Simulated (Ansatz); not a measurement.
**KNbO3: density, localisation and related maps**

```
CELL_PARAMETERS angstrom
4.06637 0.00000 0.00000
0.00000 4.06637 0.00000
0.00000 0.00000 4.06637
ATOMIC_POSITIONS crystal
K 0.00000 0.00000 0.00000
Nb 0.50000 0.50000 0.50000
O 0.00000 0.50000 0.50000
O 0.50000 0.00000 0.50000
O 0.50000 0.50000 0.00000
```

Space group Pm-3m; a structure from a database of computed crystals, not necessarily the ambient phase; changed on purpose from its base cell (volume × 1.03); computed pressure about −5 GPa in this cell.

Theory: DFT PBE, scalar-relativistic, plane waves, PAW in Ansatz.

Core electrons are frozen (PAW), and the valence fields are smoothed inside the atomic spheres.

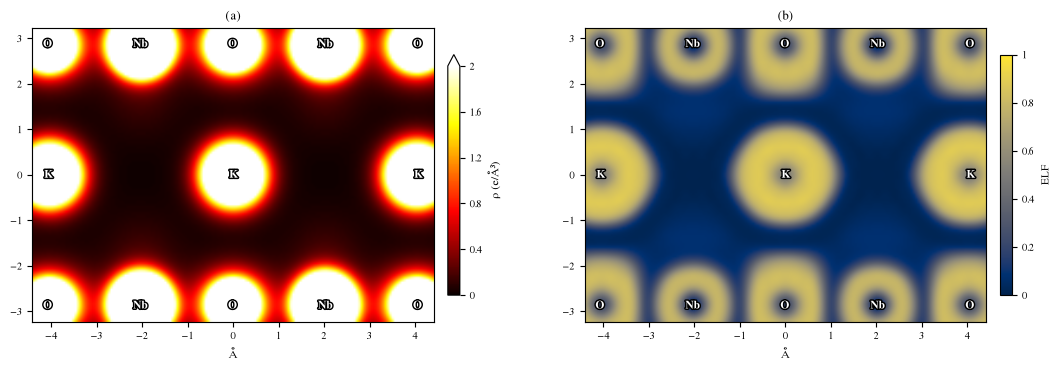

Figure 1. (a) valence electron density; (b) electron localisation function on the (101̄) plane of the conventional cell.

Question: Read the bonding off the picture.

Answer: The section cuts through K, Nb and O sites.
Nb–O (2.03 Å): ρ is about 0.79 e/Å³ halfway; the ELF peaks at about 0.80 in the valence shell of O, 0.6 Å from its nucleus, and drops to about 0.20 between the two atoms (no shared electron pair shows on this line).
K–O (2.88 Å): the density is about 0.09 e/Å³ at the midpoint; the ELF is about 0.05 at the midpoint (an ionic contact with no shared pair).
Between the atoms the lowest density in this plane is 0.02 e/Å³.
The features right at K and Nb lie inside the PAW spheres, where the map follows smoothed inner orbitals and isn't to be read closely.

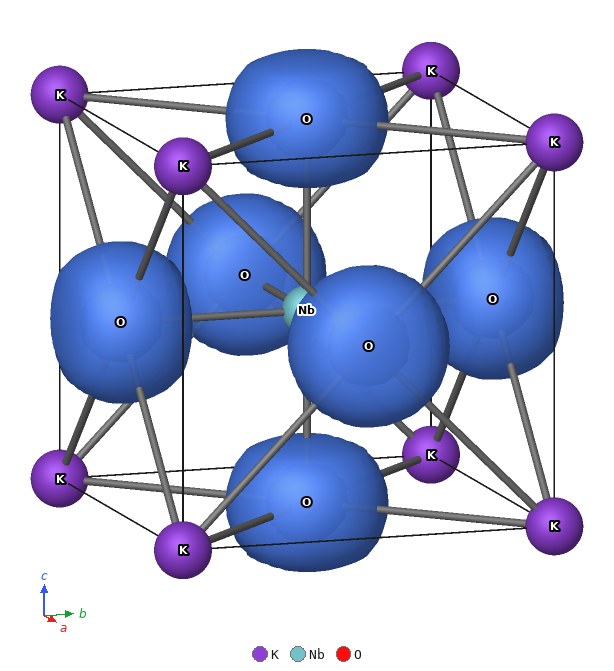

Figure 2. Isosurface of the ELF at 0.75 (blue), seen slightly off an axis. Core shells and regions of very low density are left out. Sticks mark near contacts.

Question: Identify the bonds, lone pairs and shells in this picture.

Answer: The surface consists of three regions wrapped around O (the valence shell of each), counted in one cell of 5 atoms. Regions shared between cells count once.

Question: Does the calculation give a band gap?

Answer: It is gapped, with a Kohn–Sham gap of 1.5 eV on the k-point mesh (the band edges may lie off the mesh, which would make the gap smaller).
